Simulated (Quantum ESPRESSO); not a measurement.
## CdSe: geometry relaxation

The run: geometry relaxation of CdSe (2 atoms in the cell). Method and program: Kohn-Sham DFT of a periodic cell, PW91, SSSP 1.3 efficiency PBE, no spin polarisation (Quantum ESPRESSO 7.5).

The structure derives from a Materials Project entry.

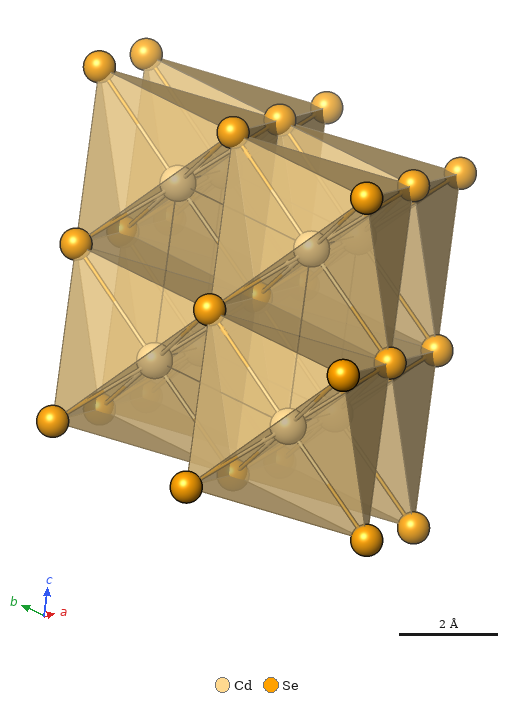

The input geometry (polyhedral view of the cell of the calculation, seen at an oblique angle; polyhedra are completed across the faces of the cell).

**Input**
```python
import numpy as np
from ase.calculators.espresso import Espresso, EspressoProfile
from ase.io import read

atoms = read('CdSe.cif')

input_data = {
    'control': {'calculation': 'scf', 'prefix': 'pwscf', 'outdir': './tmp', 'tprnfor': True, 'tstress': True, 'disk_io': 'low'},
    'system': {'ecutwfc': 60.0, 'ecutrho': 480.0, 'nbnd': 15, 'input_dft': 'pw91', 'occupations': 'smearing', 'smearing': 'fd', 'degauss': 0.00367493},
    'electrons': {'conv_thr': 4e-10, 'electron_maxstep': 120, 'mixing_beta': 0.5},
}
pseudopotentials = {'Cd': 'Cd.pbe-dn-rrkjus_psl.0.3.1.UPF', 'Se': 'Se_pbe_v1.uspp.F.UPF'}
profile = EspressoProfile(command='pw.x', pseudo_dir='pseudo')
dft = Espresso(profile=profile, input_data=input_data, pseudopotentials=pseudopotentials, kpts=(6, 6, 6), koffset=(0, 0, 0))
atoms.calc = dft

from ase.optimize import BFGSLineSearch
done = BFGSLineSearch(atoms, trajectory='opt.traj').run(fmax=0.02, steps=30)
print('converged', done)
print(f'energy {atoms.get_potential_energy():.8f} eV')
print('forces (eV/A)')
print(np.round(atoms.get_forces(), 6))
print('stress (eV/A^3, Voigt)')
print(np.round(atoms.get_stress(), 8))
print(f'Fermi level {dft.get_fermi_level():.4f} eV')
```

**File CdSe.cif**
```
data_CdSe
_cell_length_a 4.06439038
_cell_length_b 4.06439038
_cell_length_c 4.06439038
_cell_angle_alpha 60.00000000
_cell_angle_beta 60.00000000
_cell_angle_gamma 60.00000000
_space_group_name_H-M_alt 'P1'
_space_group_name_Hall 'P 1'
_space_group_IT_number 1
loop_
_space_group_symop_operation_xyz
'x,y,z'
loop_
_atom_site_label
_atom_site_type_symbol
_atom_site_symmetry_multiplicity
_atom_site_Wyckoff_symbol
_atom_site_fract_x
_atom_site_fract_y
_atom_site_fract_z
_atom_site_occupancy
Cd1 Cd 1 a -0.0000070000 -0.0041000000 -0.0045590000 1
Se1 Se 1 a 0.5024740000 0.4972550000 0.5015750000 1
```

Hardware: 1 thread of Intel Xeon (Granite Rapids), 64 GiB of memory available, shared host.

Command:
```bash
OMP_NUM_THREADS=1 python run.py
```

**What the program printed**
```
Step[ FC]          Energy          fmax
BFGSLineSearch:    0[  0]    -2261.946477       0.0380
BFGSLineSearch:    1[  2]    -2261.947126       0.0037
converged True
energy -2261.94712561 eV
forces (eV/A)
[[-0.002665 -0.001183 -0.002234]
 [ 0.002665  0.001183  0.002234]]
stress (eV/A^3, Voigt)
[ 2.45791e-03  2.45699e-03  2.45791e-03 -0.00000e+00 -9.20000e-07
  9.20000e-07]
Fermi level 7.2206 eV
```

**Trajectory as extended XYZ (Å, eV, eV/Å), 2 frames, from step=0 to step=1**
```
2
Lattice="0.0000 2.8740 2.8740 2.8740 0.0000 2.8740 2.8740 2.8740 0.0000" Properties=species:S:1:pos:R:3:forces:R:3 step=0 energy=-2261.94648
Cd    8.1112    4.6734    3.3034    0.0277   0.0130   0.0224
Se    4.0721    2.3388    1.6645   -0.0277  -0.0130  -0.0224
2
Lattice="0.0000 2.8740 2.8740 2.8740 0.0000 2.8740 2.8740 2.8740 0.0000" Properties=species:S:1:pos:R:3:forces:R:3 step=1 energy=-2261.94713
Cd    8.1250    4.6799    3.3146   -0.0027  -0.0012  -0.0022
Se    4.0582    2.3322    1.6533    0.0027   0.0012   0.0022
```

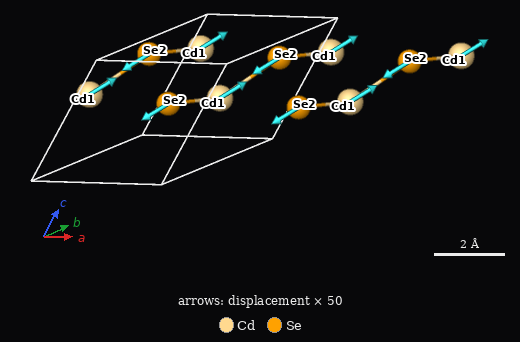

The starting structure with the displacements as teal arrows, magnified 50 times (ball-and-stick view of the cell of the calculation, repeated 2 × 1 × 1, with bonded neighbours outside it, seen at an oblique angle). The largest moves, 0.019 Å, are those of Cd1 and Se2. Largest moves by element: Cd 0.019 Å, Se 0.019 Å. The cell doesn't change. Distances before and after: Cd1–Se2 2.176 → 2.139 Å. The space group stays P1 (No. 1). Over 1 geometry step the energy falls by 0.6 meV per cell of the calculation. The largest force component goes from 0.028 to 0.0027 eV/Å. (Atoms are counted from 1 in the order of the input.)

**Results in brief**

- outcome: converged
- space group (tolerance 0.01 Å): Cm (8) → P1 (1)
- electrons treated: 18
- free energy: −2261.9473 eV
- Fermi energy: 7.221 eV
- gap on the k-point mesh: none (metallic)
- pressure: −0.39 GPa
- final volume: 47.48 Å³
- largest force (length of the vector) at the end: 0.004 eV/Å
- final cell: a = 4.064 Å, b = 4.064 Å, c = 4.064 Å, α = 60.00°, β = 60.00°, γ = 60.00°
- wall time: 2.2 min
- peak memory: 0.3 GiB

**Remarks**

The record of the run, not the program, notes: potentials made for another functional. Points of doubt noted for this run: coarse mesh; potentials made for another functional.
